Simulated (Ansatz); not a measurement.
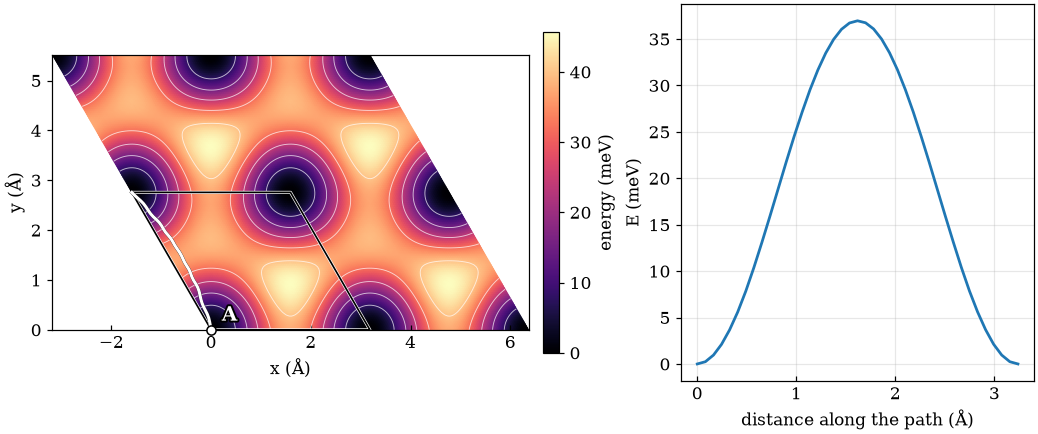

N₂ on a Zr(001) slab cut from the P6_3/mmc phase, its upper half relaxed before the scan (16 atoms of substrate and one adsorbate in a 2 × 2 cell). N2 is moved over the surface cell at a fixed height above a rigid substrate; the origin of the map has the adsorbate above Zr13; the height is held at 3.60 Å. Places are given modulo a cell vector. The map is drawn in real space over the plane of the surface. Grid: 6 × 6 points; 10 points were computed and 26 follow by symmetry. Places are given in fractions of the 1 × 1 surface cell. Energies: meV, counted from the lowest grid point. At a fixed height the lowest place need not be the adsorption site. The calculation used DFT PBE+D3(BJ), scalar-relativistic, plane waves, PAW (Ansatz). Settings: cutoff 420 eV, k-mesh 6×6×1, gaussian smearing 0.1 eV, no spin polarisation.

The picture shows a smooth colour map with a few white contour lines, a line along the lowest path, the outline of one cell of the 2 × 2 shown, the energy along the path at the right, the start A. Between grid points the surface is interpolated.

Question: Describe the path and its barrier.

Answer: The easiest path leads from the well at the top site over a surface Zr atom, (0/6, 0/6) of the cell vectors to its copy one period on. Its highest point lies about 37 meV above the bottom of the first well on the interpolated surface, at about (0.08, 0.54) of the cell vectors. This is the barrier on the constrained surface; relaxing the other coordinates would change it.
